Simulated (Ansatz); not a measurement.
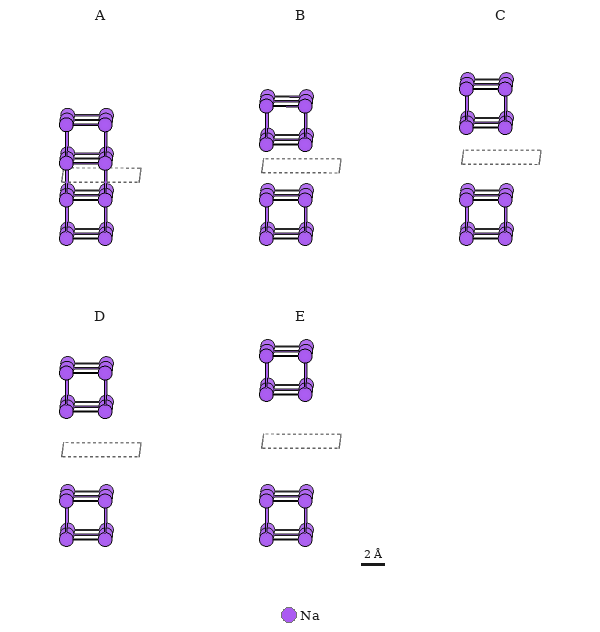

A scan of crystalline Na (Pm-3m) along one coordinate. The picture is a ball-and-stick view of the layers on both sides of the dashed plane, seen from the side, nearly along that plane.

All numbers below come from Ansatz 0.2.0, DFT PBEsol, scalar-relativistic, plane waves, PAW. Set-up: plane-wave cutoff 420 eV; k-point mesh 17 × 17 × 6; occupations gaussian; smearing width 0.15 eV; no spin polarisation. Energies (free energies at the smearing named) are counted from the relaxed crystal.

### Which coordinate changes from frame to frame?

The crystal is pulled apart rigidly along the normal of the (1 0 0) plane of the conventional cell, at a cut between a plane of Na below and one of Na above, 3.39 Å apart. In the frames the opening is −0.15 Å (A), 1.50 Å (B), 3.00 Å (C), 4.50 Å (D), 6.00 Å (E). One cut stands in each cell, which starts 10.2 Å high; nothing is relaxed, and the dashed outline marks the cut. Their energies are 0.007 J/m², 0.227 J/m², 0.361 J/m², 0.388 J/m², 0.390 J/m².
